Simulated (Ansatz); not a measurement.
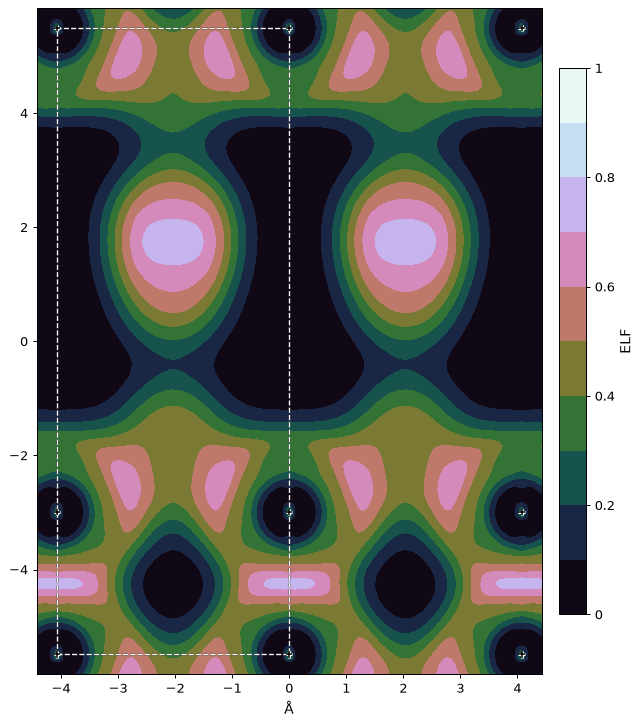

The electron localisation function on a plane through atoms (crosses mark nuclei in the plane).

Level of theory: DFT PBE, scalar-relativistic, plane waves, PAW in Ansatz.

Candidates:
A. Ge, a = 4.07 Å, b = 4.07 Å, c = 10.98 Å, α = 90.00°, β = 90.00°, γ = 120.00°. Space group P-3m1; not relaxed (largest force 0.8 eV/Å).
B. SiNi, a = 5.15 Å, b = 3.38 Å, c = 5.62 Å, α = 90.00°, β = 90.00°, γ = 90.00°. Space group Pnma; computed without spin polarisation.

Which system is this?

Candidate A: Ge on the (100) plane of the conventional cell, which holds Ge. Ge–Ge (2.49 Å): the ELF peaks at about 0.75 between the atoms.
